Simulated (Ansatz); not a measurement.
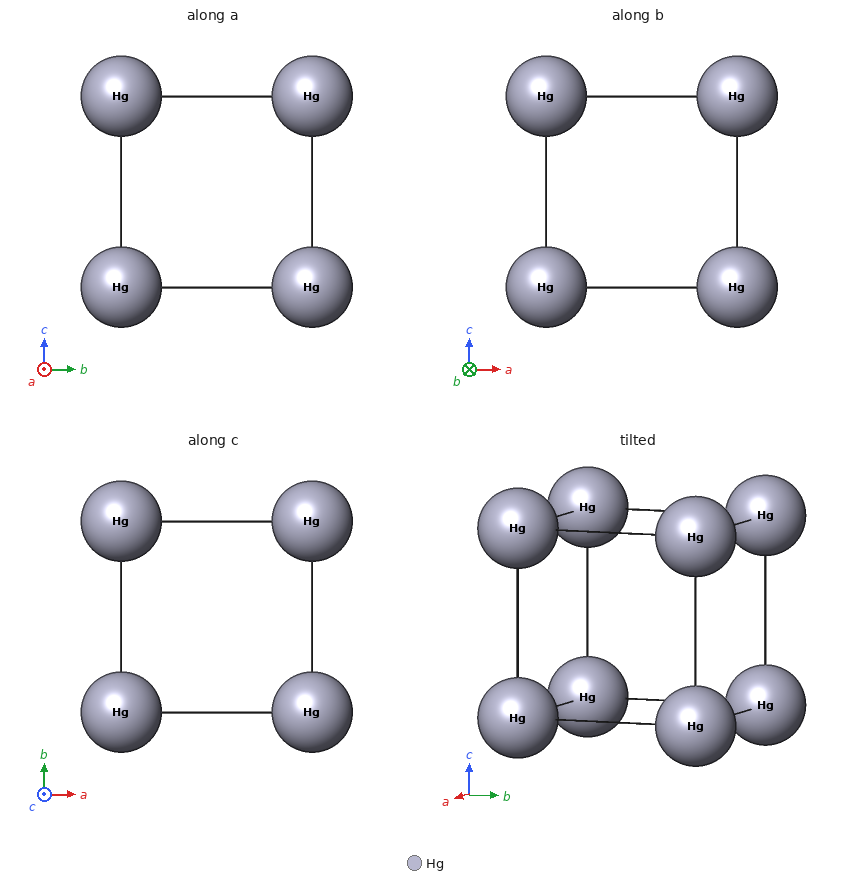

The structure above is drawn in spheres-only style and viewed along the a axis, along the b axis, along the c axis and slightly off an axis. The frame is the conventional unit cell; atoms at its boundary are shown with their periodic copies.

Lattice parameters: a = 2.9695 Å, b = 2.9695 Å, c = 2.9695 Å, α = 90.000°, β = 90.000°, γ = 90.000°.

### Express the structure as a CIF in P1 with every atom of the cell.

```cif
data_structure
_symmetry_space_group_name_H-M 'P 1'
_symmetry_Int_Tables_number 1
_cell_length_a 2.9695
_cell_length_b 2.9695
_cell_length_c 2.9695
_cell_angle_alpha 90.000
_cell_angle_beta 90.000
_cell_angle_gamma 90.000
_cell_volume 26.19
loop_
_atom_site_label
_atom_site_type_symbol
_atom_site_fract_x
_atom_site_fract_y
_atom_site_fract_z
_atom_site_occupancy
Hg1 Hg 0.0000 0.0000 0.0000 1
```

Starting structure: a structure type filled with this element by a generator (whether the element takes this form wasn't checked). Earlier steps of the study may have refined or changed the cell and positions. An electronic-structure calculation with Ansatz was run on it.
